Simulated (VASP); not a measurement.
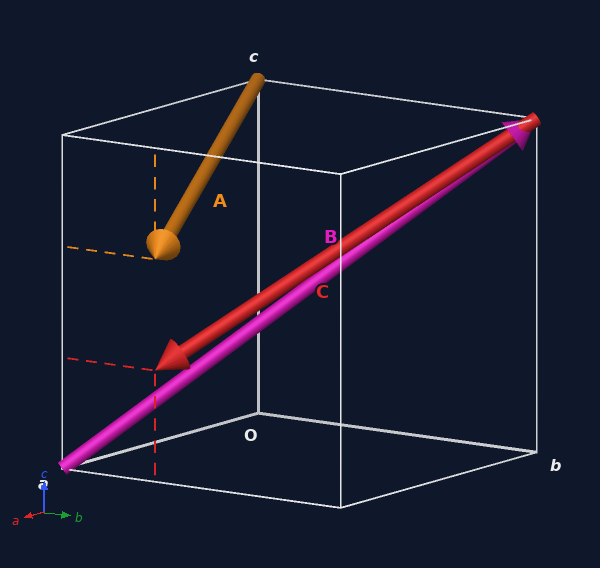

Each arrow starts at a corner of the unit cell and ends on its surface; where a tip isn't a corner, dashed lines run from it parallel to the axes. Crystal: Nd, a cell listed in the Materials Project, as set up for an electronic-structure calculation. All values are computed from the atomic coordinates in the standard setting (tolerance 0.002 Å).

a = 4.151 Å, b = 4.151 Å, c = 4.151 Å, α = 90.00°, β = 90.00°, γ = 90.00°.

Give [uvw] of each arrow.

Arrow A runs from (0, 0, 1) to (1, 1/3, 2/3), so [3 1 −1]; Arrow B runs from (1, 0, 0) to (0, 1, 1), so [−1 1 1]; Arrow C runs from (0, 1, 1) to (1, 1/3, 1/3), so [3 −2 −2].

How long is the vector ua + vb + wc in each case, and what angles do the directions make?

A 13.767 Å; B 7.190 Å; C 17.115 Å. A–B: 121.5°. A–C: 48.8°. B–C: 168.6°.
